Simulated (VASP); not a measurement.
# Band-structure run, with input and output: MoS₂ (part 1 of 2)

- system: MoS₂ (P6₃/mmc, 6 atoms in the cell)
- method: Kohn-Sham DFT of a periodic cell, PBE, VASP PAW PBE potentials, recommended, no spin polarisation (VASP 6.6.1)

The structure derives from an entry of the Crystallography Open Database.

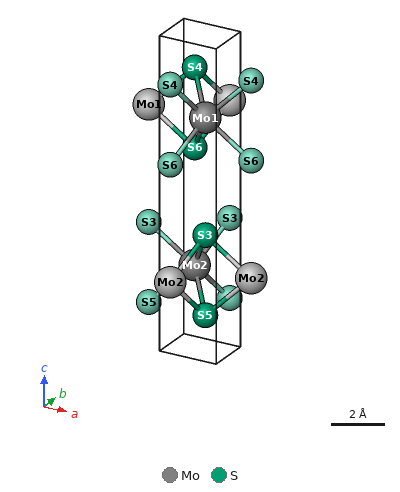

Fig. 1: The structure (ball-and-stick view of the cell of the calculation, seen slightly off an axis; neighbours outside the cell are drawn fainter; atoms are numbered from 1 in the order of the input). Near neighbours in the crystal (not all of them lie inside the picture): Mo has 6 S at 2.41 Å; S has 3 Mo at 2.41 Å.

**Results in brief**

```json
{"quantity": "outcome", "value": "converged"}
{"quantity": "space group (tolerance 0.01 Å)", "value": "P6₃/mmc (194)"}
{"quantity": "electrons treated", "value": "52"}
{"quantity": "free energy", "value": "−43.6142 eV"}
{"quantity": "Fermi energy of the self-consistent step", "value": "7.904 eV"}
{"quantity": "gap on the k-point mesh", "value": "0.94 eV"}
{"quantity": "gap on the band path", "value": "0.89 eV"}
{"quantity": "pressure", "value": "1.85 GPa"}
{"quantity": "largest force (length of the vector)", "value": "0.078 eV/Å"}
{"quantity": "hardware", "value": "1 thread of Intel Xeon (Granite Rapids), 64 GiB of memory available, shared host"}
{"quantity": "wall time", "value": "88 s"}
{"quantity": "peak memory", "value": "0.31 GiB"}
```

**INCAR**
```
SYSTEM = MoS2
PREC = Accurate
ENCUT = 520
EDIFF = 1E-6
ISMEAR = -1
SIGMA = 0.05
LREAL = .False.
LASPH = .True.
NELM = 80
ALGO = Normal
ISIF = 2
LWAVE = .False.
LCHARG = .False.
LMAXMIX = 4
GGA = PE
NBANDS = 35
```

**KPOINTS**
```
Automatic mesh
0
Gamma
  10 10 3
  0 0 0
```

**KPOINTS_OPT**
```
path GMKGALHA,LM,KH
10
line-mode
reciprocal
 0.0000000000  0.0000000000  0.0000000000  G
 0.5000000000  0.0000000000  0.0000000000  M

 0.5000000000  0.0000000000  0.0000000000  M
 0.3333333333  0.3333333333  0.0000000000  K

 0.3333333333  0.3333333333  0.0000000000  K
 0.0000000000  0.0000000000  0.0000000000  G

 0.0000000000  0.0000000000  0.0000000000  G
 0.0000000000  0.0000000000  0.5000000000  A

 0.0000000000  0.0000000000  0.5000000000  A
 0.5000000000  0.0000000000  0.5000000000  L

 0.5000000000  0.0000000000  0.5000000000  L
 0.3333333333  0.3333333333  0.5000000000  H

 0.3333333333  0.3333333333  0.5000000000  H
 0.0000000000  0.0000000000  0.5000000000  A

 0.5000000000  0.0000000000  0.5000000000  L
 0.5000000000  0.0000000000  0.0000000000  M

 0.3333333333  0.3333333333  0.0000000000  K
 0.3333333333  0.3333333333  0.5000000000  H
```

**POSCAR**
```
MoS2
1.0
    3.1690000000      0.0000000000      0.0000000000
   -1.5845000000      2.7444345046      0.0000000000
    0.0000000000      0.0000000000     12.3240000000
Mo S
2 4
Direct
    0.6666666667      0.3333333333      0.7500000000
    0.3333333333      0.6666666667      0.2500000000
    0.6666666667      0.3333333333      0.3770000000
    0.3333333333      0.6666666667      0.8770000000
    0.6666666667      0.3333333333      0.1230000000
    0.3333333333      0.6666666667      0.6230000000
```

Run as:
```bash
cat potpaw_PBE.64/Mo_sv/POTCAR potpaw_PBE.64/S/POTCAR > POTCAR
mpirun -np 1 vasp_std > vasp.out
```

**OSZICAR**
```
N       E                     dE             d eps       ncg     rms          rms(c)
DAV:   1     0.440978056831E+03    0.44098E+03   -0.29156E+04  2144   0.141E+03
DAV:   2    -0.238443675430E+02   -0.46482E+03   -0.44907E+03  2344   0.366E+02
DAV:   3    -0.461007301150E+02   -0.22256E+02   -0.21800E+02  2370   0.738E+01
DAV:   4    -0.465607759571E+02   -0.46005E+00   -0.45863E+00  2303   0.108E+01
DAV:   5    -0.465699002390E+02   -0.91243E-02   -0.91223E-02  2309   0.150E+00    0.342E+01
DAV:   6    -0.444162519443E+02    0.21536E+01   -0.12586E+01  2142   0.226E+01    0.127E+01
DAV:   7    -0.439924350099E+02    0.42382E+00   -0.59056E+00  2100   0.149E+01    0.826E+00
DAV:   8    -0.436121313030E+02    0.38030E+00   -0.87887E-01  2134   0.632E+00    0.295E+00
DAV:   9    -0.436226237573E+02   -0.10492E-01   -0.10521E-01  2276   0.162E+00    0.131E+00
DAV:  10    -0.436142145079E+02    0.84092E-02   -0.33992E-02  2182   0.124E+00    0.407E-01
DAV:  11    -0.436143419570E+02   -0.12745E-03   -0.19513E-03  2186   0.237E-01    0.227E-01
DAV:  12    -0.436141699019E+02    0.17206E-03   -0.44812E-04  2216   0.123E-01    0.108E-01
DAV:  13    -0.436141684988E+02    0.14031E-05   -0.17013E-04  2280   0.663E-02    0.835E-03
DAV:  14    -0.436141720747E+02   -0.35759E-05   -0.11532E-05  1978   0.163E-02    0.167E-02
DAV:  15    -0.436141727117E+02   -0.63699E-06   -0.73909E-07  1482   0.438E-03
   1 F= -.43614173E+02 E0= -.43614172E+02  d E =-.208623E-05
       N       E                     dE             ncg
DAV:   1    -0.195776388931E+03   -0.41286E+05     2184
DAV:   2    -0.130897681078E+05   -0.12894E+05     2350
DAV:   3    -0.136895964323E+05   -0.59983E+03     2297
DAV:   4    -0.137021549602E+05   -0.12559E+02     2295
DAV:   5    -0.137023978448E+05   -0.24288E+00     2298
DAV:   6    -0.137024045247E+05   -0.66799E-02     2346
DAV:   7    -0.137024047794E+05   -0.25465E-03     2312
DAV:   8    -0.137024047904E+05   -0.11017E-04     1992
DAV:   9    -0.137024047909E+05   -0.51516E-06     1339
       N       E                     dE             ncg
DAV:   1     0.419823295680E+03   -0.21826E+05     2176
DAV:   2    -0.128728238413E+05   -0.13293E+05     2417
DAV:   3    -0.135060733455E+05   -0.63325E+03     2357
DAV:   4    -0.135209850221E+05   -0.14912E+02     2289
DAV:   5    -0.135212889578E+05   -0.30394E+00     2339
DAV:   6    -0.135212986430E+05   -0.96851E-02     2369
DAV:   7    -0.135212989716E+05   -0.32860E-03     2358
DAV:   8    -0.135212989863E+05   -0.14710E-04     2012
DAV:   9    -0.135212989869E+05   -0.64902E-06     1320
       N       E                     dE             ncg
DAV:   1    -0.451209898963E+03   -0.48868E+05     2176
DAV:   2    -0.131434739503E+05   -0.12692E+05     2314
DAV:   3    -0.137384059416E+05   -0.59493E+03     2351
DAV:   4    -0.137499279456E+05   -0.11522E+02     2313
DAV:   5    -0.137501474750E+05   -0.21953E+00     2305
DAV:   6    -0.137501548581E+05   -0.73831E-02     2399
DAV:   7    -0.137501551284E+05   -0.27035E-03     2330
DAV:   8    -0.137501551389E+05   -0.10502E-04     1948
DAV:   9    -0.137501551393E+05   -0.38119E-06     1318
       N       E                     dE             ncg
DAV:   1     0.356419995524E+05   -0.13461E+05      468
DAV:   2     0.330165338998E+05   -0.26255E+04      489
DAV:   3     0.329006324683E+05   -0.11590E+03      512
DAV:   4     0.328986948196E+05   -0.19376E+01      504
DAV:   5     0.328986604320E+05   -0.34388E-01      477
DAV:   6     0.328986594154E+05   -0.10166E-02      512
DAV:   7     0.328986593801E+05   -0.35300E-04      485
DAV:   8     0.328986593788E+05   -0.13056E-05      408
DAV:   9     0.328986593787E+05   -0.76652E-07      269
```

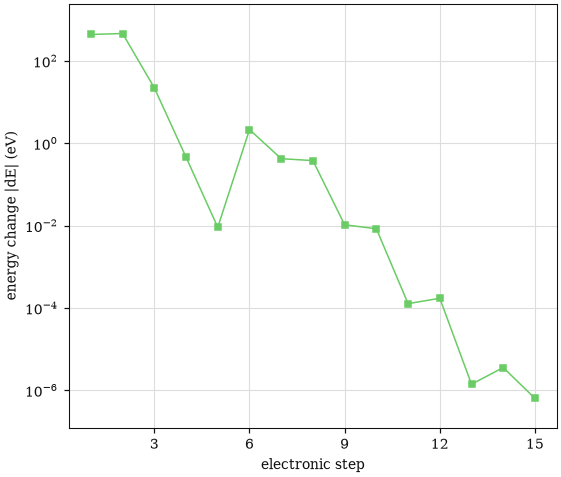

Fig. 2: Convergence of the self-consistent field: energy change |dE| against the electronic step. It takes 15 electronic steps. The density is held fixed in the first few steps, and dE rises again when its update begins.

**Parts of OUTCAR**
```
SYSTEM = MoS2
   PREC = Accurate
   ENCUT = 520
   EDIFF = 1E-6
   ISMEAR = -1
   LREAL = .False.
   LASPH = .True.
   NELM = 80
   ISIF = 2
   GGA = PE

 ion  position               nearest neighbor table
   1  0.667  0.333  0.750-   4 2.41   6 2.41   4 2.41   6 2.41   4 2.41   6 2.41
   2  0.333  0.667  0.250-   3 2.41   5 2.41   3 2.41   5 2.41   3 2.41   5 2.41
   3  0.667  0.333  0.377-   2 2.41   2 2.41   2 2.41
   4  0.333  0.667  0.877-   1 2.41   1 2.41   1 2.41
   5  0.667  0.333  0.123-   2 2.41   2 2.41   2 2.41
   6  0.333  0.667  0.623-   1 2.41   1 2.41   1 2.41

  LATTYP: Found a hexagonal cell.
 ALAT       =     3.1690000000
 C/A-ratio  =     3.8889239508

  Lattice vectors:

 A1 = (   3.1690000000,   0.0000000000,   0.0000000000)
 A2 = (  -1.5845000000,   2.7444345046,   0.0000000000)
 A3 = (   0.0000000000,   0.0000000000,  12.3240000000)

Analysis of symmetry for initial positions (statically):
=====================================================================
 Subroutine PRICEL returns:
 Original cell was already a primitive cell.

 Routine SETGRP: Setting up the symmetry group for a
 hexagonal supercell.

 Subroutine GETGRP returns: Found 24 space group operations
 (whereof 12 operations were pure point group operations)
 out of a pool of 24 trial point group operations.

The static configuration has the point symmetry D_3d.
 The point group associated with its full space group is D_6h.

Analysis of symmetry for dynamics (positions and initial velocities):
=====================================================================
 Subroutine PRICEL returns:
 Original cell was already a primitive cell.

 Routine SETGRP: Setting up the symmetry group for a
 hexagonal supercell.

 Subroutine GETGRP returns: Found 24 space group operations
 (whereof 12 operations were pure point group operations)
 out of a pool of 24 trial point group operations.

The dynamic configuration has the point symmetry D_3d.
 The point group associated with its full space group is D_6h.

 Subroutine INISYM returns: Found 24 space group operations
 (whereof 12 operations are pure point group operations),
 and found     1 'primitive' translations

----------------------------------------------------------------------------------------

                                     Primitive cell

  volume of cell :     107.1832

  direct lattice vectors                    reciprocal lattice vectors
     3.169000000  0.000000000  0.000000000     0.315556958  0.182186895  0.000000000
    -1.584500000  2.744434505  0.000000000     0.000000000  0.364373789  0.000000000
     0.000000000  0.000000000 12.324000000     0.000000000  0.000000000  0.081142486

  length of vectors
     3.169000000  3.169000000 12.324000000     0.364373789  0.364373789  0.081142486

  position of ions in fractional coordinates (direct lattice)
     0.666666667  0.333333333  0.750000000
     0.333333333  0.666666667  0.250000000
     0.666666667  0.333333333  0.377000000
     0.333333333  0.666666667  0.877000000
     0.666666667  0.333333333  0.123000000
     0.333333333  0.666666667  0.623000000

  ion indices of the primitive-cell ions
   primitive index   ion index
                 1           1
                 2           2
                 3           3
                 4           4
                 5           5
                 6           6

----------------------------------------------------------------------------------------

 KPOINTS: Automatic mesh

Automatic generation of k-mesh.
 Grid dimensions read from file:
 generate k-points for:   10   10    3

 Generating k-lattice:

  Cartesian coordinates                     Fractional coordinates (reciprocal lattice)
     0.031555696  0.018218689  0.000000000     0.100000000 -0.000000000  0.000000000
     0.000000000  0.036437379  0.000000000     0.000000000  0.100000000  0.000000000
     0.000000000  0.000000000  0.027047495     0.000000000  0.000000000  0.333333333

  Length of vectors
     0.036437379  0.036437379  0.027047495

  Shift w.r.t. Gamma in fractional coordinates (k-lattice)
     0.000000000  0.000000000  0.000000000

 Subroutine IBZKPT returns following result:
 ===========================================

 Found     28 irreducible k-points:

 Following reciprocal coordinates:
            Coordinates               Weight
  0.000000  0.000000  0.000000      1.000000
  0.100000 -0.000000  0.000000      6.000000
  0.200000 -0.000000  0.000000      6.000000
  0.300000  0.000000  0.000000      6.000000
  0.400000 -0.000000  0.000000      6.000000
  0.500000  0.000000  0.000000      3.000000
  0.100000  0.100000  0.000000      6.000000
  0.200000  0.100000  0.000000     12.000000
  0.300000  0.100000  0.000000     12.000000
  0.400000  0.100000  0.000000     12.000000
  0.200000  0.200000  0.000000      6.000000
  0.300000  0.200000  0.000000     12.000000
  0.400000  0.200000  0.000000      6.000000
  0.300000  0.300000  0.000000      6.000000
  0.000000  0.000000  0.333333      2.000000
  0.100000 -0.000000  0.333333     12.000000
  0.200000 -0.000000  0.333333     12.000000
  0.300000  0.000000  0.333333     12.000000
  0.400000 -0.000000  0.333333     12.000000
  0.500000  0.000000  0.333333      6.000000
  0.100000  0.100000  0.333333     12.000000
  0.200000  0.100000  0.333333     24.000000
  0.300000  0.100000  0.333333     24.000000
  0.400000  0.100000  0.333333     24.000000
 [... further k-points ...]
```
